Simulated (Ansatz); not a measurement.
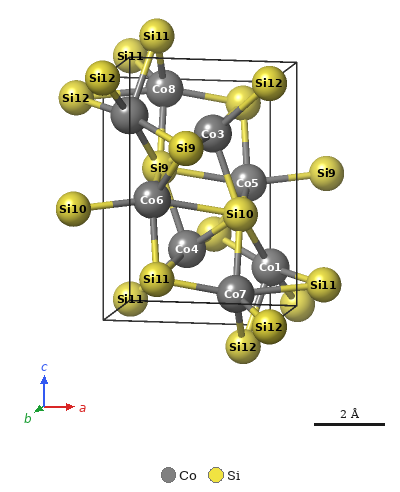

**Figure 1.** The structure as given in the input (ball-and-stick view of the cell of the calculation, seen at an oblique angle; bonded neighbours outside the cell are drawn too; atoms are numbered from 1 in the order of the input). An atom can appear more than once, as a periodic image.

Single-point calculation, with input and output: Co₂Si (part 1 of 2)

Co₂Si (Pnma, 12 atoms in the cell), computed with DFT PBEsol, scalar-relativistic, plane waves, PAW, spin-polarised (Ansatz 0.2.0).

The structure derives from an entry of the Crystallography Open Database. Figures and captions count atoms from 1; the log counts them from 0 in places.

The program's output
```
Engine: ansatz 0.2.0, x86_64-unknown-linux-gnu
Pseudopotentials: kind: paw
Pseudopotential: Co, paw, valence charge 17, recommended cutoff 420 eV (normal), Co.paw.azcp
Pseudopotential: Si, paw, valence charge 4, recommended cutoff 420 eV (normal), Si.paw.azcp
Functional definition: PBEsol
  exchange = pbesol_x
  correlation = pbesol_c
Crystal: 12 atoms, lattice volume = 130.688 Å³
Basis set: ecut = 420 eV, 2559 PW (Γ), exchange–correlation on 72×50×96 points (8 copies of the dense FFT grid, shifted against one another)
Bands: 106, of which v1, the nominal top of the filled ones, is band 76 counted from 1 (75 counted from 0)
Symmetry: 8 space group operations
Space group: Pnma (ITA 62), of the structure as read, at distance tolerance 5.1e-5 Å
Magnetic group: BNS 62.441 (UNI 539), of the structure as read, at distance tolerance 5.1e-5 Å
k-points: 36 of 96
Non-local potential: Co, projectors of the file, l = 0: 3, l = 1: 2, l = 2: 3, l = 3: 1
Non-local potential: Si, projectors of the file, l = 0: 2, l = 1: 2, l = 2: 2
PAW form: soft (Blöchl's): semilocal exchange-correlation on the pseudo side does not see the compensation charge
PAW frozen core: Co, regenerated for the run's functional, and the local potential with it (the file was generated under x = pbe(κ = 0.804, μ = 0.2195149727645171), c = pbe(β = 0.06672455060314922))
PAW frozen core: Si, regenerated for the run's functional, and the local potential with it (the file was generated under x = pbe(κ = 0.804, μ = 0.2195149727645171), c = pbe(β = 0.06672455060314922))
PAW one-centre angular grid: Co, 590 points (default); XC on 64 Gauss nodes
PAW one-centre angular grid: Si, 110 points (default); XC on 64 Gauss nodes
Initial density: superposition of atomic densities (chi_scale 0.1, normalization cell)
Starting moments: Σ|m| = 24 μB on 8 of 12 sites
Initial wavefunctions: pseudopotential atomic-orbital guess
Functional: x = pbesol(κ = 0.804, μ = 0.12345679012345678), c = pbesol(β = 0.046)
iter 1 solved again at ethr=1.26e-3 eV; its pass at ethr=3.10e-3 eV (dr2=1.92e0 eV) is discarded
SCF iter   1: F=—  HF=-43231.060718 eV  |F-HF|=—  |Δ(HF+E_count)|=         —  Δρ=1.53e-1 (↑1.53e-1 ↓1.41e-1)  dr2=1.92e0  dr2_m=2.54e1  M=10.868 μB ∫|m|=12.940 μB  β_m=0.30  ethr=1.26e-3  ⟨swp⟩=2.2  Hψ=37004  notcnv=0
Mixer restart at iter 1: flushing history
preconditioner: auto → Kerker (q_TF=auto, 2.798 Å⁻¹)  [metal: Δε(μ)=0.007 eV  Ē_g=9.462 eV  σ=0.100 eV  W_gap=0.04  n_scr=52 (ndim 8)  ℏωp=30.5 eV  f_vac=0.000  D(μ)=14.22/eV (n_scr^D=196)]
spin=Collinear: Kerker preconditioning applied to the charge; magnetization (m = ρ↑ − ρ↓) channel mixes plain (no charge-response kernel on spin).
spin-set hold released at iteration 1 (the charge has settled, or the pull on large starting moments outlasts its swing): the magnetisation degrees of freedom join the quasi-Newton model from the next iteration; the mixer history was flushed
SCF iter   2: F=—  HF=-43232.827899 eV  |F-HF|=—  |Δ(HF+E_count)|=    1.77e0  Δρ=1.23e-1 (↑1.23e-1 ↓1.22e-1)  dr2=2.03e0  dr2_m=1.75e1  M=9.604 μB ∫|m|=11.815 μB  β_m=0.65  ethr=1.26e-3  ⟨swp⟩=2.0  Hψ=9693  notcnv=0
SCF iter   3: F=—  HF=-43246.832574 eV  |F-HF|=—  |Δ(HF+E_count)|=    1.40e1  Δρ=2.96e-1 (↑1.67e-1 ↓2.96e-1)  dr2=2.04e2  dr2_m=9.69e0  M=6.872 μB ∫|m|=8.342 μB  β_m=0.15  ethr=1.26e-3  ⟨swp⟩=3.4  Hψ=17566  notcnv=0  defer=54  recentre
SCF iter   4: F=—  HF=-43234.670489 eV  |F-HF|=—  |Δ(HF+E_count)|=    1.22e1  Δρ=8.24e-2 (↑8.24e-2 ↓7.63e-2)  dr2=5.52e-1  dr2_m=7.42e0  M=8.076 μB ∫|m|=10.167 μB  β_m=0.32  ethr=1.26e-3  ⟨swp⟩=3.0  Hψ=16173  notcnv=0  defer=1146
SCF iter   5: F=—  HF=-43235.904016 eV  |F-HF|=—  |Δ(HF+E_count)|=    1.23e0  Δρ=1.74e-2 (↑1.43e-2 ↓1.74e-2)  dr2=1.50e-1  dr2_m=2.37e-1  M=4.552 μB ∫|m|=6.102 μB  β_m=0.66  ethr=3.63e-4  ⟨swp⟩=2.2  Hψ=12945  notcnv=0  defer=1155
SCF iter   6: F=—  HF=-43235.971944 eV  |F-HF|=—  |Δ(HF+E_count)|=   6.79e-2  Δρ=1.09e-2 (↑4.18e-3 ↓1.09e-2)  dr2=5.23e-2  dr2_m=6.08e-2  M=3.925 μB ∫|m|=5.091 μB  β_m=0.82  ethr=9.84e-5  ⟨swp⟩=2.5  Hψ=11598  notcnv=0  defer=1155
SCF iter   7: F=—  HF=-43236.054022 eV  |F-HF|=—  |Δ(HF+E_count)|=   8.21e-2  Δρ=1.31e-2 (↑1.31e-2 ↓7.38e-3)  dr2=3.16e-1  dr2_m=1.75e-2  M=3.638 μB ∫|m|=4.536 μB  β_m=0.66  ethr=3.44e-5  ⟨swp⟩=2.1  Hψ=12961  notcnv=0  defer=1155  recentre
SCF iter   8: F=—  HF=-43236.015732 eV  |F-HF|=—  |Δ(HF+E_count)|=   3.83e-2  Δρ=3.84e-3 (↑3.84e-3 ↓2.65e-3)  dr2=1.08e-2  dr2_m=1.05e-2  M=3.421 μB ∫|m|=4.255 μB  β_m=0.83  ethr=3.44e-5  ⟨swp⟩=2.7  Hψ=14423  notcnv=0  defer=1155
SCF iter   9: F=—  HF=-43236.022068 eV  |F-HF|=—  |Δ(HF+E_count)|=   6.34e-3  Δρ=2.55e-3 (↑1.43e-3 ↓2.55e-3)  dr2=1.45e-2  dr2_m=1.10e-3  M=3.041 μB ∫|m|=3.717 μB  β_m=0.92  ethr=7.08e-6  ⟨swp⟩=2.0  Hψ=9705  notcnv=0  defer=1155
SCF iter  10: F=—  HF=-43236.022427 eV  |F-HF|=—  |Δ(HF+E_count)|=   3.59e-4  Δρ=1.46e-3 (↑4.89e-4 ↓1.46e-3)  dr2=2.44e-3  dr2_m=3.91e-4  M=2.969 μB ∫|m|=3.635 μB  β_m=0.96  ethr=7.08e-6  ⟨swp⟩=1.7  Hψ=7401  notcnv=0  defer=1155
SCF iter  11: F=—  HF=-43236.022491 eV  |F-HF|=—  |Δ(HF+E_count)|=   6.39e-5  Δρ=1.05e-3 (↑8.33e-4 ↓1.05e-3)  dr2=3.74e-3  dr2_m=4.28e-5  M=2.889 μB ∫|m|=3.534 μB  β_m=0.85  ethr=1.61e-6  ⟨swp⟩=1.9  Hψ=8906  notcnv=0  defer=1155
SCF iter  12: F=—  HF=-43236.022349 eV  |F-HF|=—  |Δ(HF+E_count)|=   1.42e-4  Δρ=2.30e-4 (↑7.51e-5 ↓2.30e-4)  dr2=5.91e-5  dr2_m=1.56e-5  M=2.885 μB ∫|m|=3.530 μB  β_m=0.82  ethr=1.61e-6  ⟨swp⟩=1.0  Hψ=6477  notcnv=0  defer=1155
SCF iter  13: F=—  HF=-43236.022291 eV  |F-HF|=—  |Δ(HF+E_count)|=   5.85e-5  Δρ=9.60e-5 (↑9.60e-5 ↓9.37e-5)  dr2=1.86e-5  dr2_m=3.86e-6  M=2.869 μB ∫|m|=3.510 μB  β_m=0.91  ethr=3.89e-8  ⟨swp⟩=2.6  Hψ=11364  notcnv=0  defer=1155
SCF iter  14: F=—  HF=-43236.022291 eV  |F-HF|=—  |Δ(HF+E_count)|=   4.66e-7  Δρ=5.49e-5 (↑5.49e-5 ↓2.54e-5)  dr2=4.49e-6  dr2_m=7.28e-7  M=2.864 μB ∫|m|=3.505 μB  β_m=0.96  ethr=1.22e-8  ⟨swp⟩=2.0  Hψ=8569  notcnv=0  defer=1155
SCF iter  15: F=—  HF=-43236.022292 eV  |F-HF|=—  |Δ(HF+E_count)|=   1.11e-6  Δρ=9.04e-5 (↑5.01e-5 ↓9.04e-5)  dr2=2.04e-5  dr2_m=5.15e-7  M=2.863 μB ∫|m|=3.503 μB  β_m=0.96  ethr=2.95e-9  ⟨swp⟩=2.1  Hψ=8933  notcnv=0  defer=1155
SCF iter  16: F=—  HF=-43236.022291 eV  |F-HF|=—  |Δ(HF+E_count)|=   9.99e-7  Δρ=2.13e-5 (↑4.97e-6 ↓2.13e-5)  dr2=4.89e-7  dr2_m=1.33e-7  M=2.862 μB ∫|m|=3.502 μB  β_m=0.98  ethr=2.95e-9  ⟨swp⟩=1.7  Hψ=7528  notcnv=0  defer=1155
SCF iter  17: F=—  HF=-43236.022291 eV  |F-HF|=—  |Δ(HF+E_count)|=   7.50e-8  Δρ=2.15e-5 (↑1.94e-5 ↓2.15e-5)  dr2=1.77e-6  dr2_m=5.54e-9  M=2.861 μB ∫|m|=3.501 μB  β_m=0.96  ethr=3.22e-10  ⟨swp⟩=2.0  Hψ=8625  notcnv=0  defer=1155  recentre
SCF iter  18: F=—  HF=-43236.022291 eV  |F-HF|=—  |Δ(HF+E_count)|=   6.60e-8  Δρ=9.51e-6 (↑3.10e-6 ↓9.51e-6)  dr2=1.22e-7  dr2_m=1.78e-8  M=2.862 μB ∫|m|=3.501 μB  β_m=0.73  ethr=3.22e-10  ⟨swp⟩=2.0  Hψ=7981  notcnv=0  defer=1155
SCF iter  19: F=-43236.022291 eV  HF=-43236.022291 eV  |F-HF|=3.19e-8  |Δ(HF+E_count)|=   5.58e-9  Δρ=3.76e-6 (↑2.19e-6 ↓3.76e-6)  dr2=3.47e-8  dr2_m=1.13e-9  M=2.861 μB ∫|m|=3.501 μB  ethr=6.58e-11  ⟨swp⟩=9.2  Hψ=31415  notcnv=0
SCF 1 converged in 19 iterations: F = -43236.022291 eV  dr2 = 3.47e-8
  greatest PAW one-centre occupation: 1.001 electrons in one spin orbital (limit 2), on the Co atom at site 1 (counted from 0), in its partial waves of l = 1
```

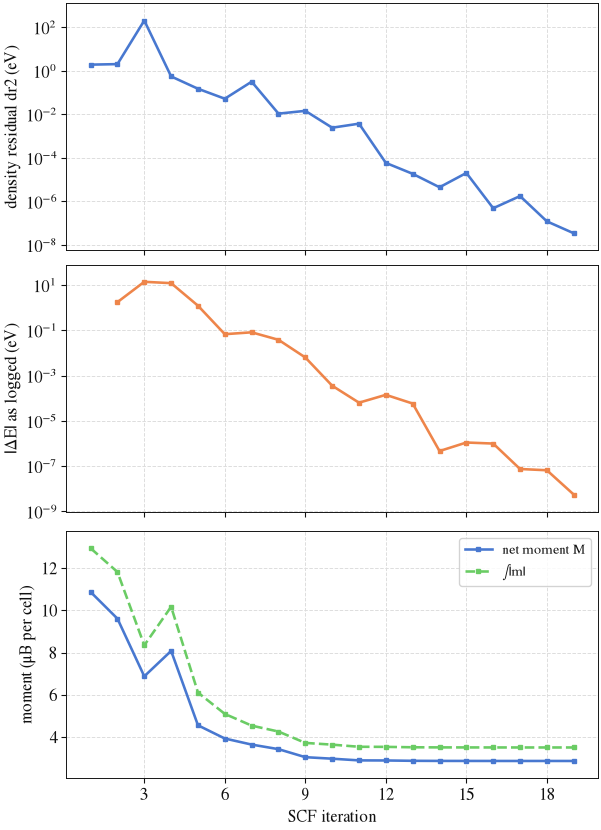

**Figure 2.** Convergence of the self-consistent field: density residual dr2, size of the energy change and magnetic moment against the SCF iteration. The residual falls unevenly and jumps up by a factor of two or more 4 times on the way down. The net moment goes from 10.9 to 2.9 μB per cell.

```
SCF converged after 19 iterations
Magnetization: 2.8612 μB (77.4306 up, 74.5694 down)
Absolute magnetization: 3.5017 μB (∫|ρ↑−ρ↓|, with the PAW one-centre terms)
Spin contamination: 0.0511 ħ² per cell (⟨S²⟩ above its minimum at these occupations)
Per-site moments (μB) at R_I (Å): [(0.4925360117082815, 0.9643085915764532), (0.492536011708281, 0.9643085915764531), (0.4925360117082807, 0.9643085915764531), (0.49253601170828065, 0.9643085915764532), (0.29653152667969507, 0.9565735638975392), (0.296531526679695, 0.9565735638975394), (0.2965315266796951, 0.9565735638975394), (0.2965315266796951, 0.9565735638975397), (-0.024480044038375524, 0.9565735638975394), (-0.024480044038375445, 0.9565735638975392), (-0.024480044038375393, 0.9565735638975397), (-0.02448004403837552, 0.9565735638975394)]
Free energy (F): -43236.022291 eV
Harris-Foulkes:  -43236.022291 eV  (|F-HF|=3.19e-8)
Internal energy: -43235.967672 eV  (E = F + TS)
E sigma→0 (E₀):  -43235.994981 eV
Entropy (-TS):   -0.054619 eV (-4.552 meV/atom)
Fermi energy:    16.920030 eV
--- Per-component energies (eV) ---
  E_band       = -1975.395164
  E_kinetic    = 3824.713541
  E_local      = -26383.460512  (includes V_loc(G=0)·N_el)
  E_nonlocal   = 3756.906148
  E_hartree    = 11295.403777
  E_xc         = -1492.280194
  E_vxc        = -1838.910985  (∫ρ·V_xc dr)
  E_paw        = -13865.957005  (= ΣΔE_a)
  E_vpaw       = -3925.458892  (= ΣTr[D̂ρ^β])
  E_aug_tail   = 0.000538  (compensation charges beyond the density's cutoff)
  E_ewald      = -20372.927561
  E_core_change = 1.633597  (= ΣΔE_core)
  E_smearing   = -0.054619  (= −TS)
  E_closure    = 0.000000  (closes the sum)
  Σ components = -43236.022291   (vs F -43236.022291, Δ=0.00e0)
--- Forces (eV/Å), atoms counted from 1 ---
  atom   1  Co     0.01447541     0.00000000    -0.08047834
  atom   2  Co    -0.01447541     0.00000000     0.08047834
  atom   3  Co    -0.01447541     0.00000000    -0.08047834
  atom   4  Co     0.01447541     0.00000000     0.08047834
  atom   5  Co     0.02174505     0.00000000    -0.03841786
  atom   6  Co    -0.02174505    -0.00000000     0.03841786
  atom   7  Co    -0.02174505    -0.00000000    -0.03841786
  atom   8  Co     0.02174505     0.00000000     0.03841786
  atom   9  Si    -0.11471221    -0.00000000    -0.22129366
  atom  10  Si     0.11471221    -0.00000000     0.22129366
  atom  11  Si     0.11471221    -0.00000000    -0.22129366
  atom  12  Si    -0.11471221    -0.00000000     0.22129366
  max |Σ_I F_I| component: 2.78e-17 eV/Å
--- Stress (GPa, compression-positive) ---
      -12.783840       0.000000       0.000000
        0.000000     -13.766967       0.000000
        0.000000       0.000000     -12.578541
  P = ⅓ Tr σ = -13.0431 GPa (-130.431 kbar)
--- Band table (eV; the first three rows and the last of 72) ---
```
